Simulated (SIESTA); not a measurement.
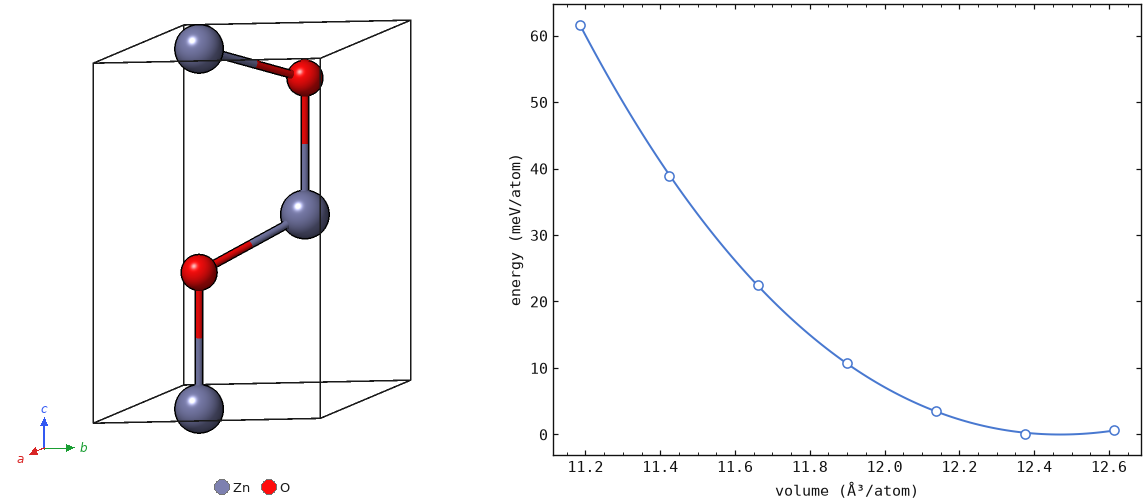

**Figure.** Energy against volume for ZnO, space group P6_3mc (No. 186). The conventional cell is drawn beside the plot.

A third-order Birch–Murnaghan fit gives V0 = 12.47 Å³/atom, B0 = 119 GPa and B′ = 5.3. The energy is 61.65 meV/atom at volume 11.19 Å³/atom and 0.67 meV/atom at 12.61 Å³/atom; the lowest computed point is at volume 12.38 Å³/atom (0.13 meV/atom).

Method: DFT in numerical atomic orbitals with pseudopotentials, no spin polarisation; energies at scaled volumes of the given cell, shape and fractions fixed, counted from the fit's minimum, third-order Birch-Murnaghan fit (SIESTA 5.4.2). Level: PBE.

- k mesh: 9×9×5
- occupations: Fermi–Dirac
- smearing width: 0.05 eV
- potentials: SG15 1.2, converted to PSML, two zetas o semicore shells or PseudoDojo by element
- program settings: basis DZP, mesh cutoff 800 Ry

The given structure:
```cif
data_structure
_symmetry_space_group_name_H-M 'P 1'
_symmetry_Int_Tables_number 1
_cell_length_a 3.2493
_cell_length_b 3.2493
_cell_length_c 5.2057
_cell_angle_alpha 90.000
_cell_angle_beta 90.000
_cell_angle_gamma 120.000
_cell_volume 47.60
loop_
_atom_site_label
_atom_site_type_symbol
_atom_site_fract_x
_atom_site_fract_y
_atom_site_fract_z
_atom_site_occupancy
Zn1 Zn 0.66667 0.33333 0.00000 1
Zn2 Zn 0.33333 0.66667 0.50000 1
O1 O 0.33333 0.66667 0.87901 1
O2 O 0.66667 0.33333 0.37901 1
```

Note: shape and atomic fractions are frozen while scaling, which makes layered, chain and framework solids too stiff.
